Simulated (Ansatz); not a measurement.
A periodic structure is given below.

```yaml
crystal:
  lattice:
    - [3.31247, 0.00000, 0.00000]
    - [-1.65624, 2.86868, 0.00000]
    - [0.00000, 0.00000, 14.44212]
  atoms:
    - { symbol: Mo, position: [0.66667, 0.33333, 0.25000] }
    - { symbol: Mo, position: [0.33333, 0.66667, 0.75000] }
    - { symbol: S, position: [0.66667, 0.33333, 0.64452] }
    - { symbol: S, position: [0.33333, 0.66667, 0.35548] }
    - { symbol: S, position: [0.66667, 0.33333, 0.85548] }
    - { symbol: S, position: [0.33333, 0.66667, 0.14452] }
```

Describe what this structure looks like.

The solid is MoS₂. Space group: P6_3/mmc (No. 194). Lattice: primitive hexagonal. The structure is of the kind named 2H molybdenite (MoS₂) type. Cell content 2 Mo, 4 S; Z = 2. The polyhedra are MoS6 trigonal prisms; they share edges. Around each Mo lie six S in a trigonal prismatic arrangement at 2.45 Å. Each S atom is coordinated by three Mo in a trigonal pyramidal arrangement at 2.45 Å. Not all metal-metal contacts are counted. The bonds build MoS2 layers parallel to (001).

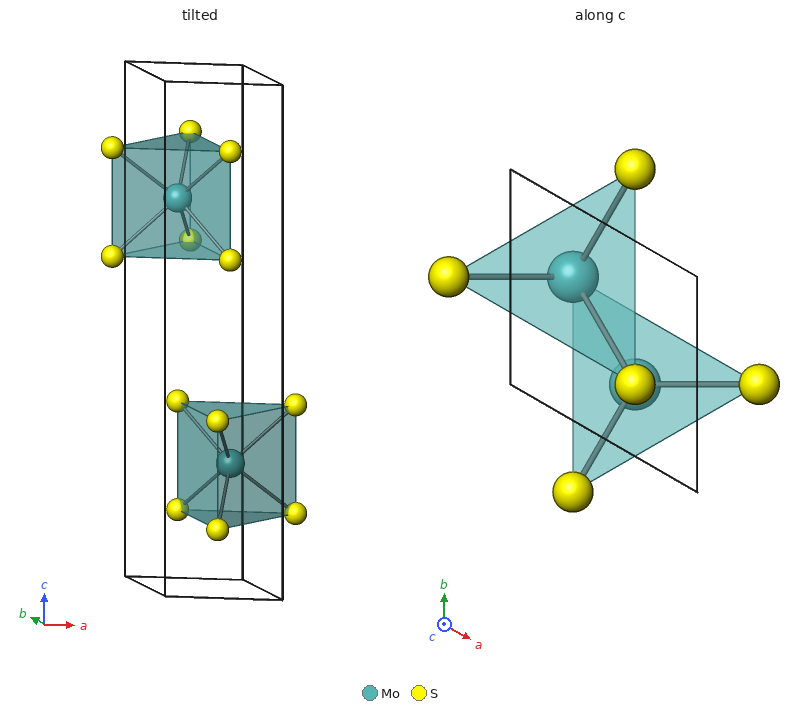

Polyhedral drawing of the structure, looking slightly off an axis and along the c axis. The wireframe shows the conventional unit cell. Some neighbours outside the box are added. Colours: molybdenum teal, sulfur yellow.

The cell started as a structure listed in the Materials Project. The cell was then strained or its atoms displaced on purpose. It was run through Ansatz as a DFT input.

At this level of theory the cell isn't at rest (stretched, at -5 GPa), so its distances can differ from those at equilibrium, the more so the softer the solid.
